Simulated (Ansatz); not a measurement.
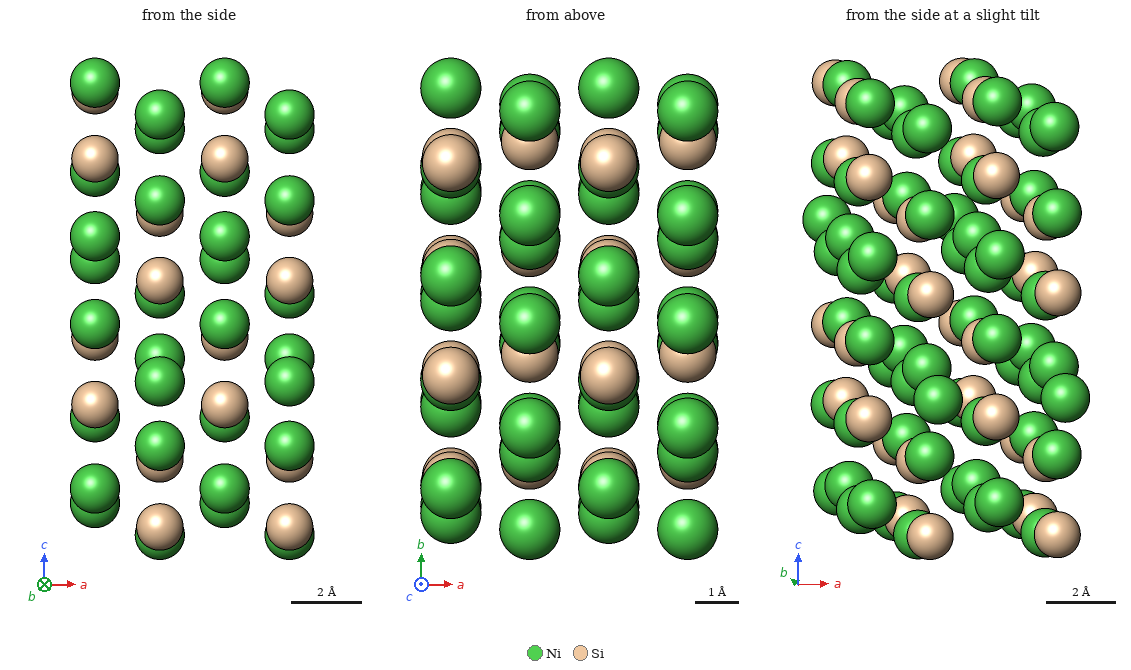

A spheres-only picture of a periodic slab, seen from the side, from above and from the side at a slight tilt. The surface normal points up in side views; the vacuum is left out. 2×2 cells are drawn in the plane, with atoms at the edges repeated.

The cell holds 8 Si, 16 Ni. The slab was cut from bulk SiNi2 (Pnma).

What do the upper and lower surfaces expose?

The top face ends in Ni and Si, the bottom face in Ni and Si. The two faces are alike.

Estimate the thickness.

About 13 Å from the lowest to the highest atom.

What facet is shown?

(0 0 1).

All computed values are from DFT PBE, scalar-relativistic, plane waves, PAW (Ansatz 0.2.0). Settings: a cutoff energy of 420 eV, a 9×7×1 mesh of k-points, Gaussian smearing of 0.1 eV, no spin polarisation (a spin-restricted run, not always the ground state).

What is the work function on either side?

4.48 eV on both faces.

The structure comes from a structure listed in the Materials Project, from which a slab was cut. The atoms were relaxed in a fixed cell with Ansatz, DFT PBE, scalar-relativistic, plane waves, PAW.
